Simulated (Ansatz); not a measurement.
TiC

Input file:

```
crystal:
  lattice:
    - [4.2933709355, 0.0, 0.0]
    - [0.0, -4.2933709355, 0.0]
    - [0.0, 0.0, -4.2933709355]
  atoms:
    - { symbol: Ti, position: [-0.0155355782, 0.0, 0.0] }
    - { symbol: Ti, position: [0.5, 0.5, 0.0] }
    - { symbol: Ti, position: [0.5, 0.0, 0.5] }
    - { symbol: Ti, position: [0.0, 0.5, 0.5] }
    - { symbol: C, position: [0.5, 0.0, 0.0] }
    - { symbol: C, position: [0.0, 0.5, 0.0] }
    - { symbol: C, position: [0.0, 0.0, 0.5] }
    - { symbol: C, position: [0.5, 0.5, 0.5] }
basis:
  ecutwfc: 420
kpoints:
  mp_grid: { grid: [14, 14, 14] }
hamiltonian:
  xc: pbesol
scf:
  occupations: { method: gaussian, width: 0.15 }
output:
  forces: true
  stress: true
  eigenvalues: true
  write_density: true
  write_potential: true
  elf: true
  volumetric_format: npy
```

Launched as:

```sh
ansatz run input.yaml --threads 1 --pin off --max-ram 2560MiB --backend cpu --events-out ev --progress --plain --runs-dir out
```

Below, planes, directions and counts refer to the conventional cell (a = 4.29 Å, b = 4.29 Å, c = 4.29 Å, α = 90.00°, β = 90.00°, γ = 90.00°).

Space group P4mm; changed on purpose from its base cell (atom 1 (Ti) moved -0.067 A along Cartesian [1 0 0]); not relaxed (largest force 1.1 eV/Å); computed without spin polarisation.

Level of theory: DFT PBEsol, scalar-relativistic, plane waves, PAW in Ansatz.

The density is the valence pseudo-density of a PAW calculation; it isn't the true density close to the nuclei.

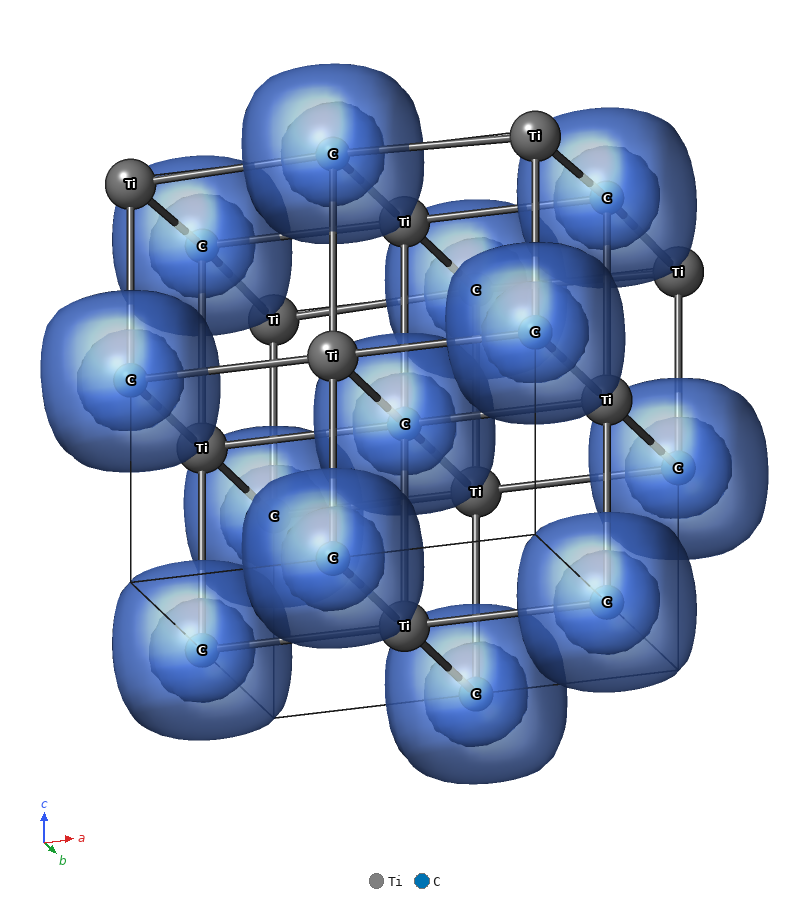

Figure 1. Isosurface of the electron localisation function at 0.7 (blue), seen at an oblique angle. Only the valence region is drawn (cores and ρ < 0.01 e/Å³ removed). Sticks mark near contacts.

Where are the electrons localised?

The surface consists of four regions wrapped around C (the valence shell of each), counted in one cell of 8 atoms. Regions shared between cells count once.


Ti–C (2.08 Å): the ELF peaks at about 0.80 in the valence shell of C, 0.7 Å from its nucleus, and is about 0.30 at the midpoint. Ti–C (2.15 Å): the ELF peaks at about 0.80 in the valence shell of C, 0.7 Å from its nucleus, and is about 0.25 at the midpoint.

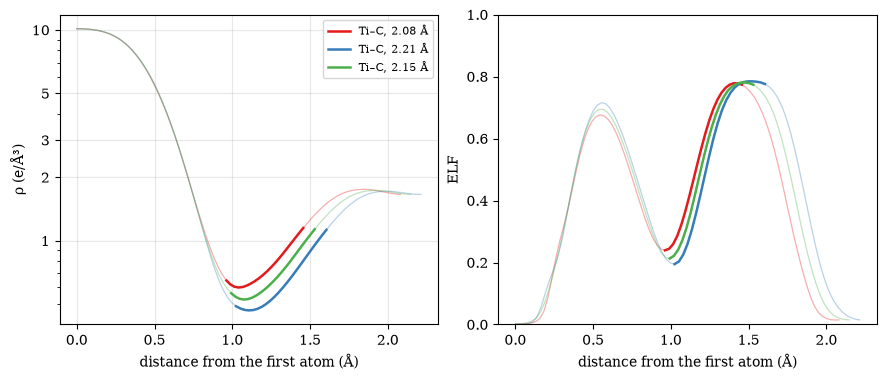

Figure 2. Valence charge density (pseudo) and electron localisation function along straight lines between neighbouring atoms. Thin, pale parts lie inside the atomic spheres.

What can be read from the curves?

Ti–C (2.08 Å): ρ at the midpoint is about 0.6 e/Å³; the ELF peaks at about 0.80 in the valence shell of C, 0.7 Å from its nucleus, and is about 0.30 at the midpoint.
Ti–C (2.21 Å): ρ at the midpoint is about 0.47 e/Å³; the ELF peaks at about 0.80 in the valence shell of C, 0.7 Å from its nucleus, and is about 0.25 at the midpoint.
Ti–C (2.15 Å): the density is about 0.53 e/Å³ at the midpoint; the ELF peaks at about 0.80 in the valence shell of C, 0.7 Å from its nucleus, and is about 0.25 at the midpoint.

Does the calculation give a band gap?

It is metallic or semimetallic at this level of theory: no gap opens.
